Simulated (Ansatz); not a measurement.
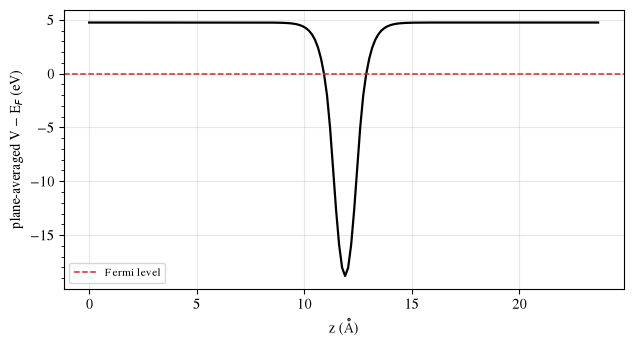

Si. Plane average of the electrostatic potential energy of an electron across the slab.

A structure generated by program, which may or may not match a known phase.

These are results of DFT PBE, scalar-relativistic, plane waves, PAW in Ansatz, not measurements.

```
Si
1.0
     2.39932    0.00000    0.00000
     0.00000    2.41794    0.00000
     0.00000    0.00000   23.80000
Si
1
Cartesian
  1.1997 1.2090 7.0001
```

How far below the vacuum level is the Fermi level?

The potential is flat in the vacuum, 4.74 eV above the Fermi level; this is the work function, the same on both faces.

How thick is the slab, and how wide the vacuum?

The outermost nuclei are 0.0 Å apart, in 1 atomic plane; the vacuum between periodic images is 23.8 Å wide.
